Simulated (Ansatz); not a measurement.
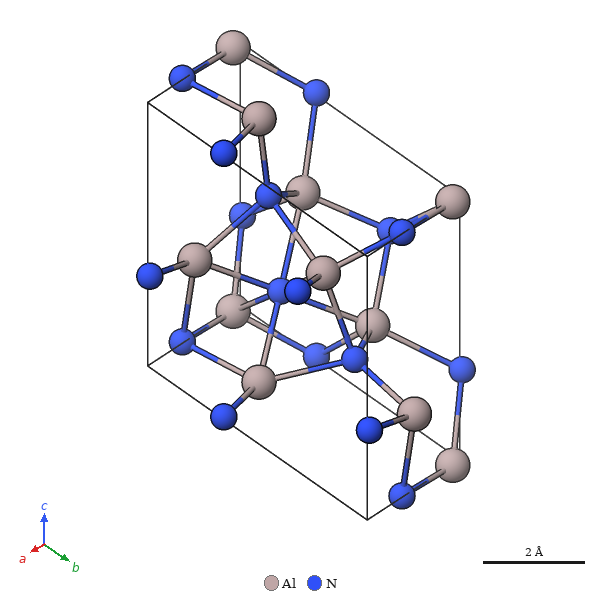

This ball-and-stick model is shown slightly off an axis. One supercell is framed, with atoms on its boundary repeated. The host is AlN, in a cell of 12 sites, and the cell carries a charge of -2.

> How does this supercell depart from the perfect host?

An interstitial nitrogen atom. It is bonded to six Al in a distorted octahedral arrangement at about 2.0 to 2.1 Å.

Run with DFT PBE, scalar-relativistic, plane waves, PAW (Ansatz 0.2.0) and these settings: a cutoff energy of 420 eV, k-points on a 2×2×2 grid, Gaussian smearing of 0.01 eV, collinear spins.

> Is there a net spin in the supercell?

Yes, 0.2 μB in the cell.

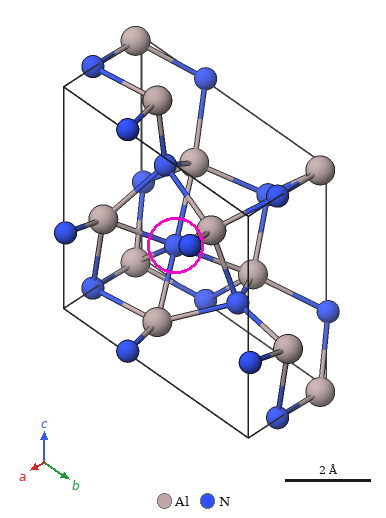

The same cell with a ring at the defect's site.

The atoms were relaxed in the host's cell with DFT PBE, scalar-relativistic, plane waves, PAW in Ansatz 0.2.0.
